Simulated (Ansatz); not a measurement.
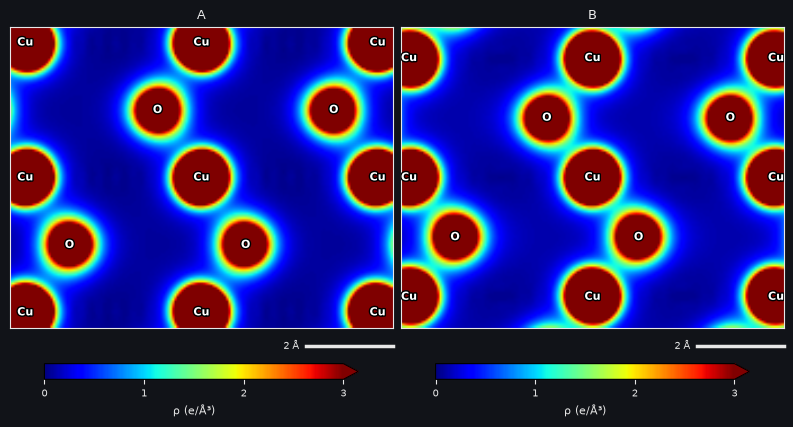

Cu2O. The valence electron density of two cells that differ in size and shape, on the (11̄0) plane of each (indices in the axes of the calculation cell), at one length scale and on one colour scale: A has 13.0 Å³ an atom and B 10.6.

Space group P4₂/nnm; computed without spin polarisation.

All numbers below come from DFT PBEsol, scalar-relativistic, plane waves, PAW in Ansatz 0.2.0.

The larger cell:

```
Cu O
1.0
     4.39125    0.00000    0.00000
     0.00000    4.39125    0.00000
     0.00000    0.00000    4.05346
Cu O
4 2
Cartesian
  1.0978 1.0978 1.0134
  1.0978 3.2934 3.0401
  3.2934 3.2934 1.0134
  3.2934 1.0978 3.0401
  0.0000 0.0000 0.0000
  2.1956 2.1956 2.0267
```

The smaller cell: a = 3.885 Å, b = 3.885 Å, c = 4.222 Å, α = 90.00°, β = 90.00°, γ = 90.00°.

### What changes from the larger cell to the smaller?

From the larger cell to the smaller, Cu–O goes from 1.85 to 1.73 Å, and the density at its midpoint from 0.81 to 1.1 e/Å³; the pressure goes from −4.8 to 32 GPa; the Kohn–Sham gap goes from 0.35 eV to metallic.
